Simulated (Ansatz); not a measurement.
## SiO: geometry relaxation

System: SiO (4 atoms in the cell).
Method: DFT PBE, scalar-relativistic, plane waves, PAW, no spin polarisation (Ansatz 0.2.0).

The structure was made by swapping elements on the sites of another compound; it need not be a known phase. It belongs to a series of runs on one base structure; here: nickel arsenide type (P6_3/mmc, No. 194). Figures and captions count atoms from 1; the log counts them from 0 in places.

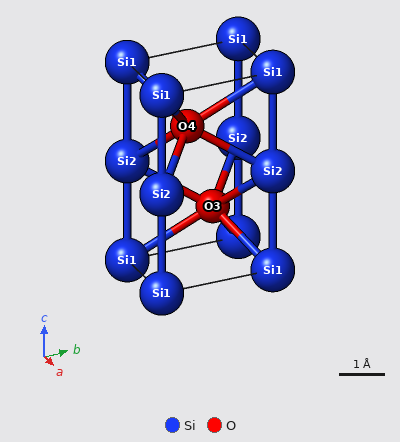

*The structure as given in the input (ball-and-stick view of the cell of the calculation, seen slightly off an axis; atoms are numbered from 1 in the order of the input).*

Near neighbours in the crystal (not all of them lie inside the picture): Si has 6 O at 2.30 Å and 2 Si at 2.30 Å; O has 6 Si at 2.30 Å.

## Input file
```yaml
crystal:
  lattice:
    - [3.4540936027, 0.0, 0.0]
    - [-1.7270468013, 2.991332807, 0.0]
    - [0.0, 0.0, 4.6069737135]
  atoms:
    - { symbol: Si, position: [0.0, 0.0, 0.0] }
    - { symbol: Si, position: [0.0, 0.0, 0.5] }
    - { symbol: O, position: [0.3333333333, 0.6666666667, 0.25] }
    - { symbol: O, position: [0.6666666667, 0.3333333333, 0.75] }
basis:
  ecutwfc: 420
kpoints:
  mp_grid: { grid: [18, 18, 10] }
hamiltonian:
  xc: pbe
scf:
  occupations: { method: gaussian, width: 0.1 }
output:
  forces: true
  stress: true
  eigenvalues: true
relax:
  adjacent_minimum: "off"
  f_tol: 0.01
  max_steps: 80
  cell: { stress_tol: 0.05 }
```

Run on 1 thread of Intel Xeon (Granite Rapids), 192 GiB of memory available, shared host.

Command:
```bash
ansatz run input.yaml --threads 1 --pin off --max-ram 2560MiB --backend cpu --events-out ev --progress --plain --runs-dir out
```

## Output
```
Engine: ansatz 0.2.0, x86_64-unknown-linux-gnu
Pseudopotentials: kind: paw
Pseudopotential: Si, paw, valence charge 4, recommended cutoff 420 eV (normal), Si.paw.azcp
Pseudopotential: O, paw, valence charge 6, recommended cutoff 420 eV (normal), O.paw.azcp
Functional definition: PBE
  parameter kappa = 0.804
  parameter beta = 0.06672455060314922
  exchange = pbe_x(kappa = kappa, mu = beta*pi^2/3)
  correlation = pbe_c(beta = beta)
Crystal: 4 atoms, lattice volume = 47.601 Å³
Basis set: ecut = 420 eV, 939 PW (Γ), exchange–correlation on 48×48×64 points (8 copies of the dense FFT grid, shifted against one another)
Bands: 14, of which v1, the nominal top of the filled ones, is band 10 counted from 1 (9 counted from 0)
Symmetry: 24 space group operations
Space group: P63/mmc (ITA 194), of the structure as read, at distance tolerance 3.6e-5 Å
k-points: 222 of 3240
Non-local potential: Si, projectors of the file, l = 0: 2, l = 1: 2, l = 2: 2
Non-local potential: O, projectors of the file, l = 0: 2, l = 1: 2, l = 2: 1
PAW form: soft (Blöchl's): semilocal exchange-correlation on the pseudo side does not see the compensation charge
PAW one-centre angular grid: Si, 110 points (default); XC on 64 Gauss nodes
PAW one-centre angular grid: O, 110 points (default); XC on 64 Gauss nodes
Initial density: superposition of atomic densities (neutral atoms: chi_scale 0, normalization atom), corrected by the library's trained network
Initial wavefunctions: pseudopotential atomic-orbital guess
Functional: x = pbe(κ = 0.804, μ = 0.2195149727645171), c = pbe(β = 0.06672455060314922)
SCF iter   1: F=—  HF=-2402.718942 eV  |F-HF|=—  |Δ(HF+E_count)|=         —  Δρ=8.15e-3  dr2=1.16e-2  ethr=1.77e-3  ⟨swp⟩=5.4  Hψ=18502  notcnv=0
preconditioner: auto → none  [metal: Δε(μ)=0.008 eV  Ē_g=11.236 eV  σ=0.100 eV  W_gap=0.04  n_scr=8 (ndim 8)  ℏωp=24.1 eV  f_vac=0.000  D(μ)=0.68/eV (n_scr^D=2)  sad-step TF]
SCF iter   2: F=—  HF=-2402.717898 eV  |F-HF|=—  |Δ(HF+E_count)|=   1.04e-3  Δρ=4.30e-3  dr2=4.31e-3  ethr=5.79e-5  ⟨swp⟩=1.0  Hψ=4885  notcnv=0
SCF iter   3: F=—  HF=-2402.717342 eV  |F-HF|=—  |Δ(HF+E_count)|=   5.56e-4  Δρ=4.10e-4  dr2=6.29e-5  ethr=2.15e-5  ⟨swp⟩=2.0  Hψ=5328  notcnv=0
SCF iter   4: F=—  HF=-2402.717325 eV  |F-HF|=—  |Δ(HF+E_count)|=   1.67e-5  Δρ=9.93e-5  dr2=4.78e-6  ethr=3.14e-7  ⟨swp⟩=2.0  Hψ=4884  notcnv=0
SCF iter   5: F=—  HF=-2402.717324 eV  |F-HF|=—  |Δ(HF+E_count)|=   1.22e-6  Δρ=2.11e-5  dr2=2.00e-7  ethr=2.39e-8  ⟨swp⟩=2.5  Hψ=4672  notcnv=0
SCF iter   6: F=-2402.717324 eV  HF=-2402.717324 eV  |F-HF|=3.94e-9  |Δ(HF+E_count)|=   3.70e-8  Δρ=4.07e-6  dr2=7.97e-9  ethr=5.00e-10  ⟨swp⟩=4.9  Hψ=13022  notcnv=0
SCF 1 converged in 6 iterations: F = -2402.717324 eV  dr2 = 7.97e-9
  greatest PAW one-centre occupation: 0.881 electrons in one spin orbital (limit 2), on the O atom at site 3 (counted from 0), in its partial waves of l = 0
relax step   1: F+E_penalty+E_count = -2402.71732392 eV  Δ(F+E_penalty+E_count) = +0.000e0 eV  max|allowed force component| = 6.661e-16 eV/Å  Δτ_max = 0.0000 Å  P = +0.283 GPa  Ω = 47.601 Å³  (6 SCF iters, dr2 threshold 1.00e-7 eV, accepted)
Crystal: 4 atoms, lattice volume = 47.639 Å³
Initial density: handed on by an earlier stage of this run
Initial wavefunctions: those handed on with the density
iter 1 solved again at ethr=3.04e-7 eV; its pass at ethr=3.10e-3 eV (dr2=6.09e-5 eV) is discarded
SCF iter   1: F=—  HF=-2402.717542 eV  |F-HF|=—  |Δ(HF+E_count)|=         —  Δρ=3.99e-4  dr2=6.50e-5  ethr=3.04e-7  ⟨swp⟩=2.2  Hψ=19122  notcnv=0
preconditioner: auto → none  [metal: Δε(μ)=0.007 eV  Ē_g=11.215 eV  σ=0.100 eV  W_gap=0.04  n_scr=8 (ndim 8)  ℏωp=24.1 eV  f_vac=0.000  D(μ)=0.68/eV (n_scr^D=2)]
SCF iter   2: F=—  HF=-2402.717488 eV  |F-HF|=—  |Δ(HF+E_count)|=   5.37e-5  Δρ=1.40e-4  dr2=7.26e-6  ethr=3.04e-7  ⟨swp⟩=1.9  Hψ=4641  notcnv=0
iter 3 did not close the SCF: its close was put off for the readings that it lacked (scf_convergence_deferred on its scf_iter line)
SCF iter   3: F=-2402.717486 eV  HF=-2402.717486 eV  |F-HF|=3.75e-10  |Δ(HF+E_count)|=   1.94e-6  Δρ=1.37e-5  dr2=6.13e-8  ethr=3.63e-8  ⟨swp⟩=2.5  Hψ=4452  notcnv=0
iter 4 did not close the SCF: its close was put off for the readings that it lacked (scf_convergence_deferred on its scf_iter line)
SCF iter   4: F=-2402.717486 eV  HF=-2402.717486 eV  |F-HF|=6.71e-10  |Δ(HF+E_count)|=   9.26e-9  Δρ=2.70e-6  dr2=2.04e-9  ethr=3.06e-10  ⟨swp⟩=2.1  Hψ=5053  notcnv=0
iter 5 did not close the SCF: its close was put off for the readings that it lacked (scf_convergence_deferred on its scf_iter line)
SCF iter   5: F=-2402.717486 eV  HF=-2402.717486 eV  |F-HF|=1.18e-11  |Δ(HF+E_count)|=  8.02e-10  Δρ=2.45e-7  dr2=1.25e-11  ethr=1.02e-11  ⟨swp⟩=2.4  Hψ=5172  notcnv=0
SCF iter   6: F=-2402.717486 eV  HF=-2402.717486 eV  |F-HF|=0.00e0  |Δ(HF+E_count)|=  1.36e-11  Δρ=1.44e-8  dr2=4.84e-14  ethr=1.00e-12  ⟨swp⟩=1.0  Hψ=7104  notcnv=0
SCF 2 converged in 6 iterations: F = -2402.717486 eV  dr2 = 4.84e-14
relax step   2: F+E_penalty+E_count = -2402.71748612 eV  Δ(F+E_penalty+E_count) = -1.622e-4 eV  max|allowed force component| = 7.309e-16 eV/Å  Δτ_max = 0.0000 Å  P = +0.218 GPa  Ω = 47.639 Å³  energy of the carried Pulay correction = -1.279e-4 eV  (6 SCF iters, dr2 threshold 4.00e-7 eV, accepted)
Crystal: 4 atoms, lattice volume = 47.759 Å³
iter 1 solved again at ethr=2.16e-6 eV; its pass at ethr=3.10e-3 eV (dr2=4.32e-4 eV) is discarded
SCF iter   1: F=—  HF=-2402.717603 eV  |F-HF|=—  |Δ(HF+E_count)|=         —  Δρ=1.05e-3  dr2=4.61e-4  ethr=2.16e-6  ⟨swp⟩=2.2  Hψ=19123  notcnv=0
preconditioner: auto → none  [metal: Δε(μ)=0.025 eV  Ē_g=11.198 eV  σ=0.100 eV  W_gap=0.14  n_scr=8 (ndim 8)  ℏωp=24.0 eV  f_vac=0.000  D(μ)=0.67/eV (n_scr^D=2)]
SCF iter   2: F=—  HF=-2402.717468 eV  |F-HF|=—  |Δ(HF+E_count)|=   1.35e-4  Δρ=3.73e-4  dr2=5.31e-5  ethr=2.16e-6  ⟨swp⟩=1.9  Hψ=4599  notcnv=0
SCF iter   3: F=—  HF=-2402.717423 eV  |F-HF|=—  |Δ(HF+E_count)|=   4.43e-5  Δρ=3.35e-5  dr2=3.88e-7  ethr=2.66e-7  ⟨swp⟩=2.4  Hψ=4682  notcnv=0
iter 4 did not close the SCF: its close was put off for the readings that it lacked (scf_convergence_deferred on its scf_iter line)
SCF iter   4: F=-2402.717423 eV  HF=-2402.717423 eV  |F-HF|=5.80e-9  |Δ(HF+E_count)|=   4.71e-8  Δρ=7.79e-6  dr2=1.64e-8  ethr=1.94e-9  ⟨swp⟩=2.3  Hψ=5141  notcnv=0
iter 5 did not close the SCF: its close was put off for the readings that it lacked (scf_convergence_deferred on its scf_iter line)
SCF iter   5: F=-2402.717423 eV  HF=-2402.717423 eV  |F-HF|=1.00e-10  |Δ(HF+E_count)|=   6.88e-9  Δρ=7.85e-7  dr2=1.22e-10  ethr=8.18e-11  ⟨swp⟩=2.2  Hψ=5166  notcnv=0
SCF iter   6: F=-2402.717423 eV  HF=-2402.717423 eV  |F-HF|=4.55e-13  |Δ(HF+E_count)|=  1.16e-10  Δρ=3.45e-8  dr2=2.70e-13  ethr=1.00e-12  ⟨swp⟩=1.0  Hψ=9196  notcnv=0
SCF 3 converged in 6 iterations: F = -2402.717423 eV  dr2 = 2.70e-13
relax step   3: F+E_penalty+E_count = -2402.71742336 eV  Δ(F+E_penalty+E_count) = +6.276e-5 eV  max|allowed force component| = 2.961e-16 eV/Å  Δτ_max = 0.0000 Å  P = -0.012 GPa  Ω = 47.759 Å³  energy of the carried Pulay correction = -5.272e-4 eV  (6 SCF iters, dr2 threshold 4.00e-7 eV, accepted)
Initial wavefunctions: pseudopotential atomic-orbital guess (no wavefunctions were taken with the density)
iter 1 solved again at ethr=1.65e-7 eV; its pass at ethr=3.10e-3 eV (dr2=3.30e-5 eV) is discarded
SCF iter   1: F=—  HF=-2402.718049 eV  |F-HF|=—  |Δ(HF+E_count)|=         —  Δρ=8.37e-5  dr2=1.72e-7  ethr=1.65e-7  ⟨swp⟩=3.0  Hψ=27799  notcnv=0
preconditioner: auto → none  [metal: Δε(μ)=0.026 eV  Ē_g=11.199 eV  σ=0.100 eV  W_gap=0.15  n_scr=8 (ndim 8)  ℏωp=24.0 eV  f_vac=0.000  D(μ)=0.67/eV (n_scr^D=2)]
SCF iter   2: F=—  HF=-2402.718040 eV  |F-HF|=—  |Δ(HF+E_count)|=   9.52e-6  Δρ=4.13e-5  dr2=3.57e-8  ethr=8.62e-10  ⟨swp⟩=2.0  Hψ=5076  notcnv=0
SCF iter   3: F=—  HF=-2402.718046 eV  |F-HF|=—  |Δ(HF+E_count)|=   6.07e-6  Δρ=5.22e-6  dr2=1.02e-9  ethr=1.79e-10  ⟨swp⟩=2.5  Hψ=5628  notcnv=0
SCF iter   4: F=—  HF=-2402.718046 eV  |F-HF|=—  |Δ(HF+E_count)|=   9.39e-8  Δρ=5.13e-7  dr2=5.44e-11  ethr=5.11e-12  ⟨swp⟩=2.6  Hψ=5468  notcnv=0
iter 5 did not close the SCF: its close was put off for the readings that it lacked (scf_convergence_deferred on its scf_iter line)
SCF iter   5: F=-2402.718046 eV  HF=-2402.718046 eV  |F-HF|=4.55e-13  |Δ(HF+E_count)|=  2.88e-10  Δρ=2.75e-8  dr2=3.58e-13  ethr=1.00e-12  ⟨swp⟩=1.3  Hψ=3542  notcnv=0
SCF iter   6: F=-2402.718046 eV  HF=-2402.718046 eV  |F-HF|=4.55e-13  |Δ(HF+E_count)|=  4.55e-13  Δρ=7.62e-9  dr2=1.53e-14  ethr=1.00e-12  ⟨swp⟩=2.3  Hψ=9069  notcnv=0
SCF 4 converged in 6 iterations: F = -2402.718046 eV  dr2 = 1.53e-14
relax step   4: F+E_penalty+E_count = -2402.71804589 eV  Δ(F+E_penalty+E_count) = -6.225e-4 eV  max|allowed force component| = 3.516e-16 eV/Å  Δτ_max = 0.0000 Å  P = +0.011 GPa  Ω = 47.759 Å³  stress off target by 4.60e-2 GPa  SCF on the basis re-selected at this cell (its energy is not comparable with the rows above)  (6 SCF iters)
```

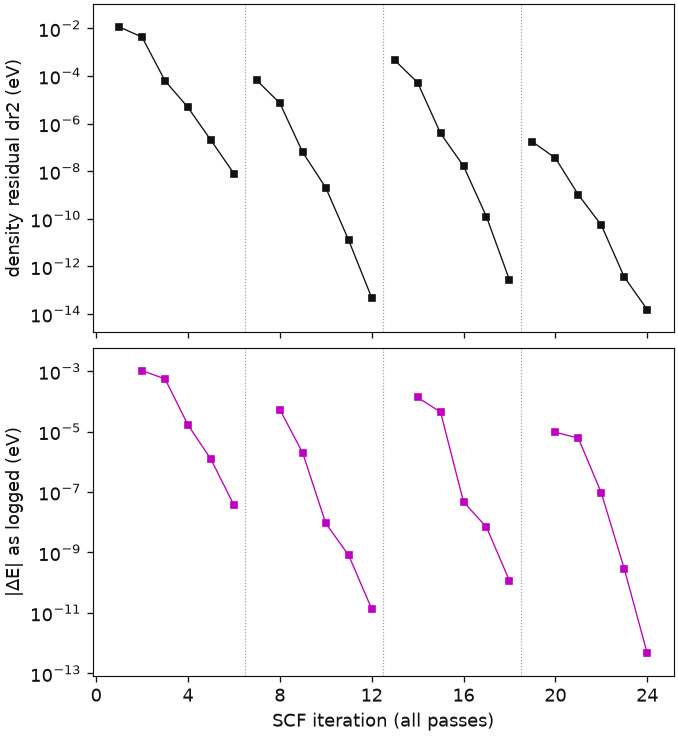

*Convergence of the self-consistent field: density residual dr2 and size of the energy change against the SCF iteration. The dotted lines part the SCF passes of the relaxation: geometry steps, rejected trials and re-solves on a re-selected basis.*

The passes take 6, 6, 6 and 6 iterations.

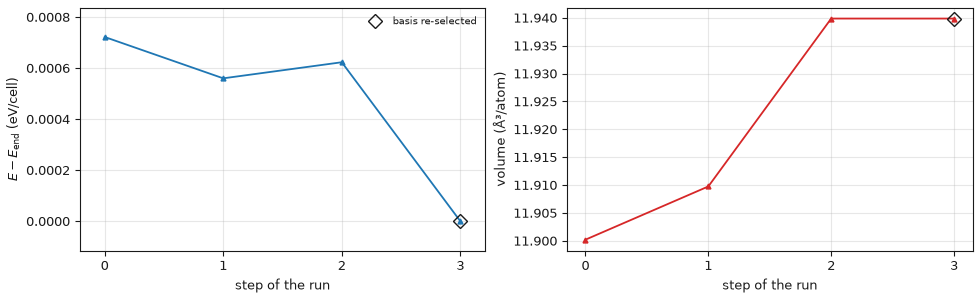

*Progress of the relaxation, step by step (the first geometry is step 0 here and step 1 in the log).*

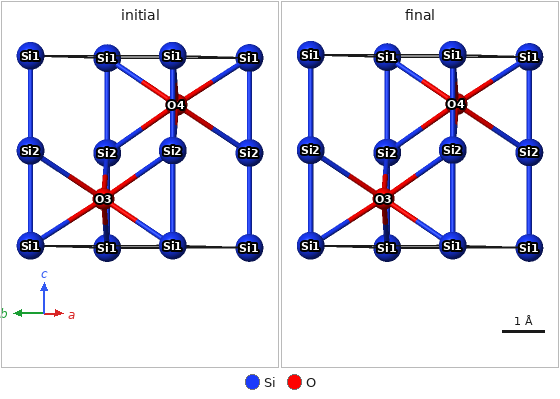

*Before (left) and after (right) the relaxation, at one scale (ball-and-stick view of the cell of the calculation, seen at an oblique angle).*

No atom moves by more than 0.005 Å relative to the cell. Cell: a = b 3.454 → 3.451 Å (−0.1 %), c 4.607 → 4.631 Å (+0.5 %). Volume +0.3 %. Among the contacts that change: Si1–Si2 2.303 → 2.316 Å. The space group stays P6_3/mmc (No. 194). The energy falls by 0.1 meV per cell of the calculation in 2 geometry steps. All forces vanish by symmetry, so only the cell relaxes. Pressure: 0.28 GPa at the start and 0.01 GPa at the end. A last SCF at the same geometry on a re-selected plane-wave basis shifts the energy by −0.6 meV per cell of the calculation. (Atoms are counted from 1 in the order of the input.)

```
basis re-selected at this cell: Δ(F+E_penalty+E_count) = -6.225e-4 eV, ΔP = +0.023 GPa vs the last step (what re-selecting the basis moved, of the pressure what is left beyond the Pulay correction that the steps carried, after the strain that the cell walked since its last selection, with what the two solves' SCF thresholds leave and, on support functions, any second-order correction that the steps lacked; it is no measure of the basis error at this ecutwfc). This SCF's stress stands 4.60e-2 GPa from its target on what of the cell is left free (relax.cell.stress_tol is 5.00e-2 GPa) and its largest allowed force component is 3.52e-16 eV/Å (relax.f_tol is 1.00e-2 eV/Å): within both
SCF converged after 6 iterations
Free energy (F): -2402.718046 eV
Harris-Foulkes:  -2402.718046 eV  (|F-HF|=4.55e-13)
Internal energy: -2402.714703 eV  (E = F + TS)
E sigma→0 (E₀):  -2402.716374 eV
Entropy (-TS):   -0.003343 eV (-0.836 meV/atom)
Fermi energy:    8.421922 eV
--- Per-component energies (eV) ---
  E_band       = 16.784681
  E_kinetic    = 425.023332
  E_local      = -735.565599  (includes V_loc(G=0)·N_el)
  E_nonlocal   = 147.500080
  E_hartree    = 266.740779
  E_xc         = -258.038613
  E_vxc        = -281.680717  (∫ρ·V_xc dr)
  E_paw        = -1337.440493  (= ΣΔE_a)
  E_vpaw       = -71.978528  (= ΣTr[D̂ρ^β])
  E_aug_tail   = 0.004550  (compensation charges beyond the density's cutoff)
  E_ewald      = -910.938740
  E_smearing   = -0.003343  (= −TS)
  E_closure    = 0.000000  (closes the sum)
  Σ components = -2402.718046   (vs F -2402.718046, Δ=0.00e0)
--- Forces (eV/Å), atoms counted from 1 ---
  atom   1  Si     0.00000000     0.00000000     0.00000000
  atom   2  Si     0.00000000     0.00000000     0.00000000
  atom   3  O     -0.00000000     0.00000000    -0.00000000
  atom   4  O     -0.00000000    -0.00000000     0.00000000
  max |Σ_I F_I| component: 1.48e-16 eV/Å
--- Stress (GPa, compression-positive) ---
       -0.006172       0.000000       0.000000
       -0.000000      -0.006172       0.000000
        0.000000       0.000000       0.045960
  P = ⅓ Tr σ = 0.0112 GPa (0.112 kbar)
--- Band table (eV; the first three rows and the last of 222) ---
  k-point 0: bands = ["-11.3559", "-9.8779", "0.3390", "1.4328", "4.2427", "4.2427", "4.3937", "4.3937", "5.6984", "5.8159", "11.3341", "11.9774", "11.9774", "14.8380"]
  k-point 1: bands = ["-11.3251", "-9.9211", "0.3773", "1.4173", "4.2520", "4.2520", "4.3957", "4.3957", "5.7007", "5.8024", "11.4191", "11.9696", "11.9696", "14.4356"]
  k-point 2: bands = ["-11.2344", "-10.0438", "0.4844", "1.3692", "4.2762", "4.2762", "4.3999", "4.3999", "5.7040", "5.7676", "11.6807", "11.9604", "11.9604", "13.7569"]
  k-point 221: bands = ["-10.0225", "-10.0225", "-0.7469", "-0.7469", "1.4827", "1.4827", "5.2347", "5.2347", "8.5724", "8.5724", "10.6277", "10.6277", "13.0875", "13.0875"]
--- Relaxed structure (3 steps of the walk, 3 accepted, 1 SCFs on fresh bases) ---
  F+E_penalty+E_count = -2402.71804589 eV   max|allowed force component| = 3.516e-16 eV/Å   (the final SCF, on the basis selected at the relaxed cell)
  cell:  # Å, volume = 47.7595 Å³
    - [3.4507276662413857, -2.8839503709315248e-11, -2.758905871172098e-19]
    - [-1.725363833095717, 2.9884178205212493, 1.3794529355660447e-19]
    - [-3.6797517057872488e-19, -5.508506688692638e-33, 4.631349659776204]
  atoms:
    - { symbol: Si, position: [1.416493779347684e-33, 3.1923571389169095e-34, -6.940227648504514e-37] }
    - { symbol: Si, position: [1.3842621475283258e-33, 3.406969383536629e-34, 0.49999999999999994] }
    - { symbol: O, position: [0.3333333333333333, 0.6666666666666667, 0.24999999999999997] }
    - { symbol: O, position: [0.6666666666666666, 0.33333333333333337, 0.7499999999999999] }
```

## Trajectory as extended XYZ (Å, eV, eV/Å), 4 frames, from step=1 to step=4
```
4
Lattice="3.4541 0.0000 0.0000 -1.7270 2.9913 0.0000 0.0000 0.0000 4.6070" Properties=species:S:1:pos:R:3:forces:R:3 step=1 energy=-2402.71732 pressure_GPa=0.28
Si    0.0000    0.0000    0.0000    0.0000   0.0000   0.0000
Si    0.0000    0.0000    2.3035    0.0000   0.0000   0.0000
O     0.0000    1.9942    1.1517    0.0000   0.0000   0.0000
O     1.7270    0.9971    3.4552    0.0000   0.0000   0.0000
4
Lattice="3.4530 0.0000 0.0000 -1.7265 2.9904 0.0000 0.0000 0.0000 4.6135" Properties=species:S:1:pos:R:3:forces:R:3 step=2 energy=-2402.71749 pressure_GPa=0.22
Si    0.0000    0.0000    0.0000    0.0000   0.0000   0.0000
Si    0.0000    0.0000    2.3068    0.0000   0.0000   0.0000
O     0.0000    1.9936    1.1534    0.0000   0.0000   0.0000
O     1.7265    0.9968    3.4601    0.0000   0.0000   0.0000
4
Lattice="3.4507 0.0000 0.0000 -1.7254 2.9884 0.0000 0.0000 0.0000 4.6314" Properties=species:S:1:pos:R:3:forces:R:3 step=3 energy=-2402.71742 pressure_GPa=-0.01
Si    0.0000    0.0000    0.0000    0.0000   0.0000   0.0000
Si    0.0000    0.0000    2.3157    0.0000   0.0000   0.0000
O     0.0000    1.9923    1.1578    0.0000   0.0000   0.0000
O     1.7254    0.9961    3.4735    0.0000   0.0000   0.0000
4
Lattice="3.4507 0.0000 0.0000 -1.7254 2.9884 0.0000 0.0000 0.0000 4.6314" Properties=species:S:1:pos:R:3:forces:R:3 step=4 energy=-2402.71805 pressure_GPa=0.01
Si    0.0000    0.0000    0.0000    0.0000   0.0000   0.0000
Si    0.0000    0.0000    2.3157    0.0000   0.0000   0.0000
O     0.0000    1.9923    1.1578    0.0000   0.0000   0.0000
O     1.7254    0.9961    3.4735    0.0000   0.0000   0.0000
```

## Summary

| quantity | value |
| --- | --- |
| outcome | converged |
| space group (tolerance 0.01 Å) | P6₃/mmc (194) |
| electrons treated | 20 |
| free energy | −2402.7180 eV |
| Fermi energy | 8.422 eV |
| gap on the k-point mesh | none (metallic) |
| pressure | 0.01 GPa |
| final volume | 47.76 Å³ |
| largest force (length of the vector) at the end | under 0.001 eV/Å |
| final cell | a = 3.451 Å, b = 3.451 Å, c = 4.631 Å, α = 90.00°, β = 90.00°, γ = 120.00° |
| wall time | 16 s |
| peak memory | 0.45 GiB |
